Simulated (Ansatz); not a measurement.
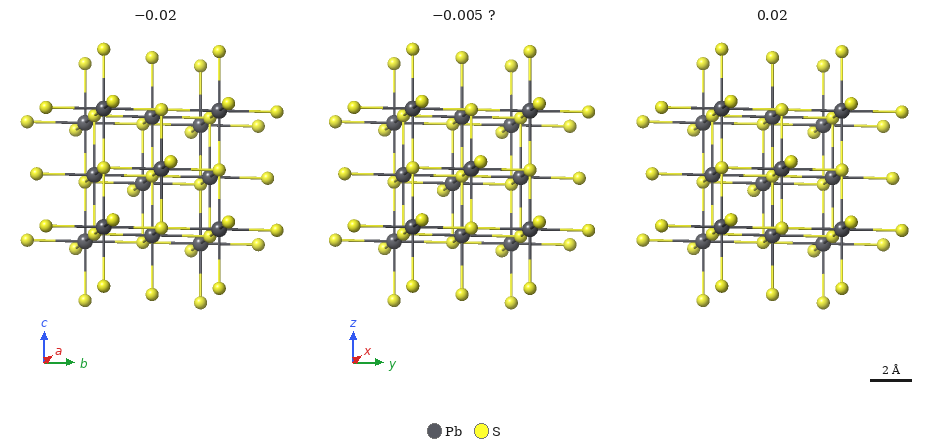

Crystalline PbS (Fm-3m): the cell is strained along y alone, with the atoms kept at their fractional coordinates. x, y and z are the Cartesian axes of the input. Style: ball-and-stick. Shown: the conventional cell (4 times the calculation's cell), along the a axis, with a slight tilt. Lengths and directions refer to the drawn axes.

These are results of Ansatz 0.2.0, DFT PBE+D3(BJ), scalar-relativistic, plane waves, PAW, not measurements. (plane-wave cutoff 420 eV; k-point mesh 10 × 10 × 10; occupations gaussian; smearing width 0.03 eV; no spin polarisation). Energies (free energies at the smearing named) are counted from the cell as listed in its source, which wasn't relaxed.

```
 strain  energy change (meV/atom)
−0.0200                      5.56
−0.0150                      3.14
−0.0100                      1.44
−0.0050                         ?
 0.0000                      0.00
 0.0050                      0.19
 0.0100                      0.93
 0.0150                      2.20
 0.0175                      3.01
 0.0200                      3.95
```

Estimate the missing energy from the other rows, and compare with the calculation.

Answer. A straight line between the two neighbours gives 0.72 meV/atom. A cubic through the four nearest rows (−0.0150, −0.0100, 0.0000, 0.0050) gives, with Lagrange weights, (−0.1667)(3.14) + (0.6667)(1.44) + (0.6667)(0.00) + (−0.1667)(0.19) = 0.40 meV/atom. The calculation gives 0.41 meV/atom, so the cubic is 0.01 meV/atom too low and the straight line 0.31 meV/atom too high, as the curve bends upwards here.

The whole profile:

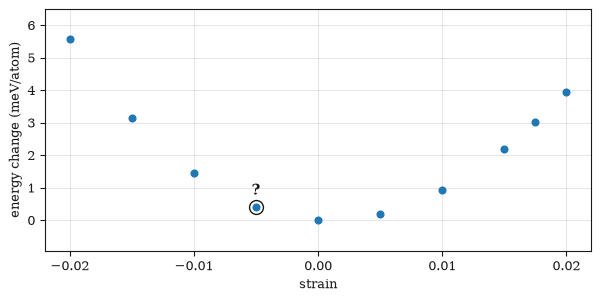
